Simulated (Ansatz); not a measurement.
A periodic structure is given below.

```yaml
crystal:
  lattice:
    - [4.16317, 0.00000, 0.00000]
    - [-2.08159, 3.60541, 0.00000]
    - [0.00000, 0.00000, 6.76623]
  atoms:
    - { symbol: Cd, position: [0.33333, 0.66667, 0.99901] }
    - { symbol: Cd, position: [0.66667, 0.33333, 0.49901] }
    - { symbol: S, position: [0.33333, 0.66667, 0.37599] }
    - { symbol: S, position: [0.66667, 0.33333, 0.87599] }
```

Before looking at a picture, describe the arrangement of atoms.

Answer. It has the composition CdS. The space group is P6_3mc (No. 186); the lattice is primitive hexagonal. It belongs to the family called wurtzite. Cell content 2 Cd, 2 S; Z = 2. Cd is surrounded by four S in a tetrahedral arrangement at 2.54 to 2.55 Å. Each S has four Cd in a tetrahedral arrangement at 2.54 to 2.55 Å. The bonds build a three-dimensional framework.

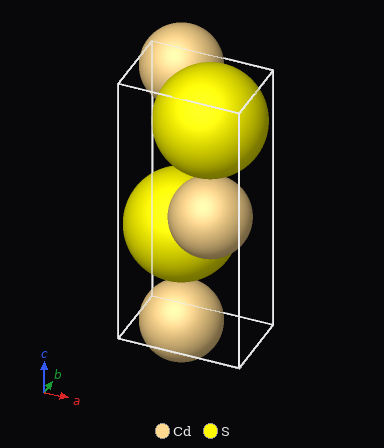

Structure drawing (space-filling), viewed slightly off an axis. One conventional unit cell is outlined, and atoms on its boundary appear in each equivalent place.

Provenance: a structure listed in the Materials Project, with elements exchanged, so it need not be a known form of the compound. The geometry was optimised with Ansatz 0.2.0, DFT r2SCAN, scalar-relativistic, plane waves, PAW.
